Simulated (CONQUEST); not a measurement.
# A series of single points on PbF$_{2}$

System: PbF$_{2}$ (Fm-3m, 6 atoms in the cell).
Method: Kohn-Sham DFT of a periodic cell, PBE, PseudoDojo NC LDA, no spin polarisation (CONQUEST 1.3).

The 7 runs differ only in the geometry, by an even scaling of the cell at fixed fractional positions. The structure derives from an entry of the Crystallography Open Database.

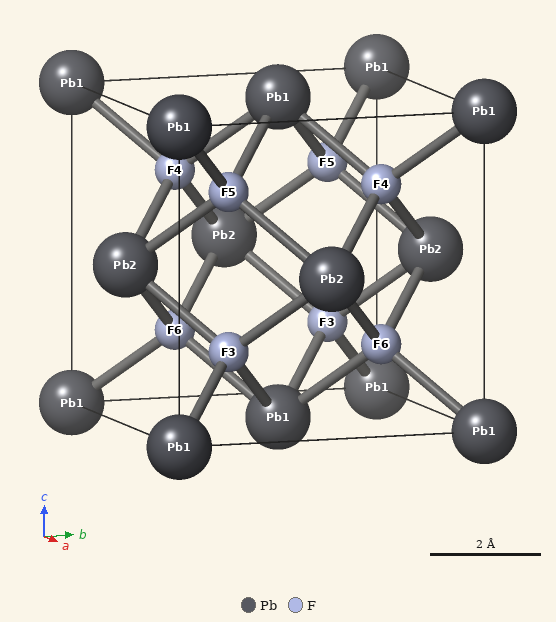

Figure 1. The structure of run 4 (ball-and-stick view of the cell 2 times as large as that of the calculation, set on its symmetry axes, seen slightly off an axis; atoms are numbered from 1 in the order of the input).

**Input of run 4**
```
IO.Title PbF2
IO.Coordinates coords.dat
IO.FractionalAtomicCoords F
IO.Iprint 2
IO.Iprint_init 1
General.NumberOfSpecies 2
General.PseudopotentialType hamann
General.FunctionalType 101
General.DifferentFunctional T
AtomMove.TypeOfRun static
AtomMove.FullStress T
Grid.PointsAlongX 48
Grid.PointsAlongY 48
Grid.PointsAlongZ 64
DM.SolutionMethod diagon
Diag.MPMesh T
Diag.GammaCentred T
Diag.MPMeshX 5
Diag.MPMeshY 5
Diag.MPMeshZ 4
Diag.kT 0.00367493
minE.SCTolerance 1e-6
SC.MaxIters 100
IO.AtomChargeOutput T
%block ChemicalSpeciesLabel
1 207.200 Pb
2 19.000 F
%endblock
```

Command:
```bash
Conquest
```

Lattice vectors (Å) and fractional positions of run 4:
```
   4.191248    0.000000    0.000000
   0.000000    4.191248    0.000000
   0.000000    0.000000    5.927320
Pb  0.000000  0.000000  0.000000
Pb  0.500000  0.500000  0.500000
F   0.000000  0.500000  0.250000
F   0.500000  0.000000  0.750000
F   0.000000  0.500000  0.750000
F   0.500000  0.000000  0.250000
```

Run 3 has the same physical settings and fractional positions; its lattice vectors (Å) are:
```
   4.163118    0.000000    0.000000
   0.000000    4.163118    0.000000
   0.000000    0.000000    5.887538
```

**Results, with one run withheld**

| run | volume per atom (Å³) | free energy per atom, from the lowest run given (meV) | pressure (GPa) | gap on the mesh (eV) |
| --- | --- | --- | --- | --- |
| 1 | 16.313 | 35.24 | 8.12 | 4.42 |
| 2 | 16.660 | 20.03 | 5.88 | 4.43 |
| 3 | 17.007 | ? | ? | ? |
| 4 | 17.354 | 3.00 | 2.16 | 4.43 |
| 5 | 17.701 | 0.00 | 0.64 | 4.43 |
| 6 | 18.048 | 0.34 | −0.91 | 4.42 |
| 7 | 18.395 | 3.80 | −2.23 | 4.41 |

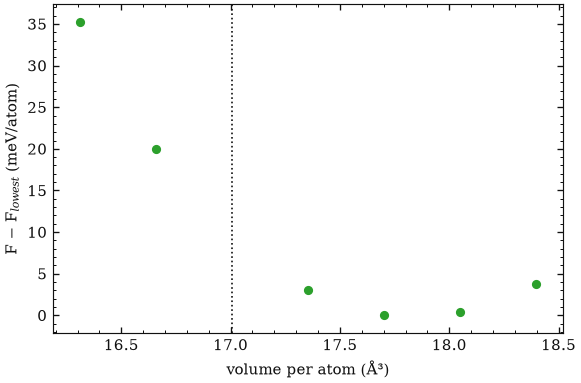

Figure 2. Free energy per atom of the runs given; the dotted line marks run 3.

Estimate the energy of run 3 from the others.

A cubic polynomial in V^(−2/3) (the Birch–Murnaghan form), fitted to the 6 runs given, misses them by at most 0.08 meV per atom. With x = V^(−2/3) − 0.14901 Å⁻², it reads F = 2.5139 + 2190.1 x + 4.4175e+05 x² + 4.609e+05 x³ (meV per atom). At run 3 it gives 9.48 meV per atom, and the run itself gives 9.50. The slope of the fit gives a pressure −dF/dV of 3.93 GPa there, and the run prints 3.89 GPa. The fit has its minimum at 17.830 Å³ per atom, where V d²F/dV² gives 75.2 GPa: the bulk modulus at this level, since symmetry fixes the shape and the positions.

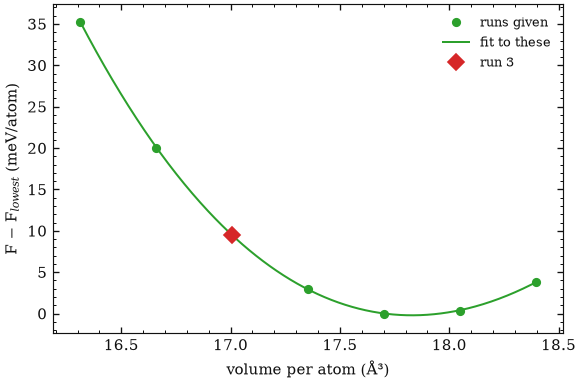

Figure 3. The fit and the withheld run.

**Some lines of the output (run 3)**
```
[...]
      Using Fermi-Dirac smearing
          DFT Total Energy                 :      -239.518460532152915 Ha
          DFT Total Energy                 :      -239.655037873876779 Ha
          Free Energy (E-TS)               :      -239.689315894793509 Ha
          DFT Total Energy                 :      -239.688252411376595 Ha
          DFT Total Energy                 :      -239.688390964187704 Ha
          DFT Total Energy                 :      -239.688556497773106 Ha
          DFT Total Energy                 :      -239.688570050725161 Ha
          DFT Total Energy                 :      -239.688576946984142 Ha
          DFT Total Energy                 :      -239.688576960141575 Ha
      |* DFT total energy        =      -239.688576960141575 Ha
    force: Average pressure:      3.88684510 GPa
```

Notes: The record of the run, not the program, notes: read_and_write: Functional in input file differs to pseudopotential but proceeding: 101 -1012. Points of doubt noted for this run: potential of other functional. Spin–orbit coupling is left out, which matters for Pb. With a small basis of atomic orbitals these values can differ much from converged plane-wave results.
